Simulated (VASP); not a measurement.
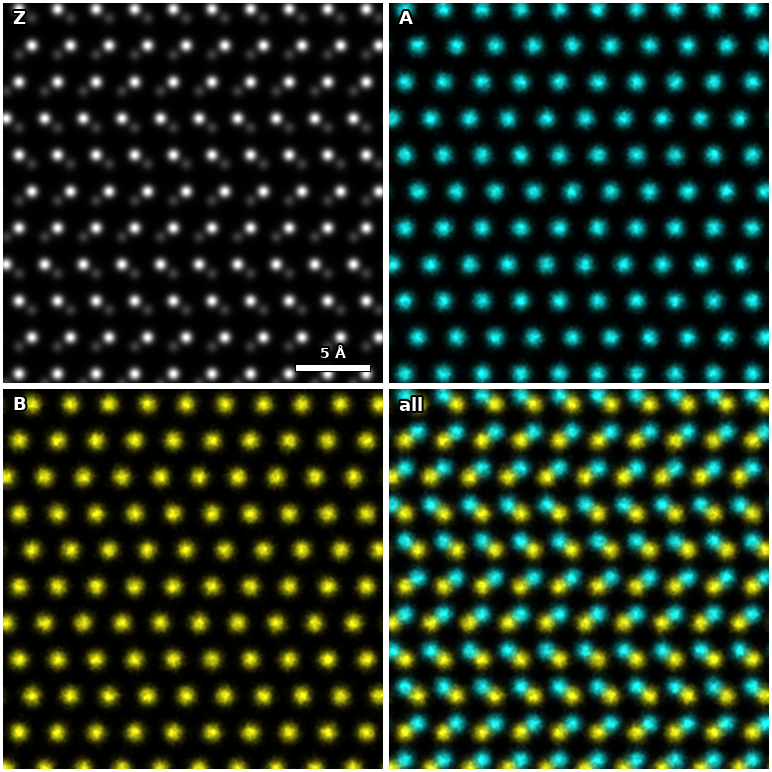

SiC (P6_3mc, No. 186) along [100]. Panel Z: Simulated incoherent Z contrast: every atom adds Z^1.7 spread by a probe of 0.65 Å full width; channelling and multiple scattering are left out. The probe carries 15 % of its weight in a tail 2.5 times as wide. The other panels are simulated element maps (the number of atoms of one element along the beam, blurred by 0.9 Å, with counting noise; each on its own scale, no channelling); the last overlays them. Structure used: coordinates from a relaxation with VASP Kohn-Sham DFT of a periodic cell, RPBE with D3, VASP PAW PBE potentials, recommended (VASP 6.6.1).

```cif
data_structure
_symmetry_space_group_name_H-M 'P6_3mc'
_symmetry_Int_Tables_number 186
_cell_length_a 3.0866
_cell_length_b 3.0866
_cell_length_c 10.1063
_cell_angle_alpha 90.000
_cell_angle_beta 90.000
_cell_angle_gamma 120.000
_cell_volume 83.38
loop_
_atom_site_label
_atom_site_type_symbol
_atom_site_symmetry_multiplicity
_atom_site_Wyckoff_symbol
_atom_site_fract_x
_atom_site_fract_y
_atom_site_fract_z
_atom_site_occupancy
Si1 Si 2 a 0.00000 0.00000 0.18789 1
Si2 Si 2 b 0.33333 0.66667 0.43782 1
C1 C 2 a 0.00000 0.00000 0.00047 1
C2 C 2 b 0.33333 0.66667 0.24982 1
```

Question: Which element does each lettered map show?

Answer: A: Si, B: C. The projected cell (2.67 × 10.11 Å, 90°) holds 8 columns: 4 of Si and 4 of C. No column is shared by two of the mapped elements.
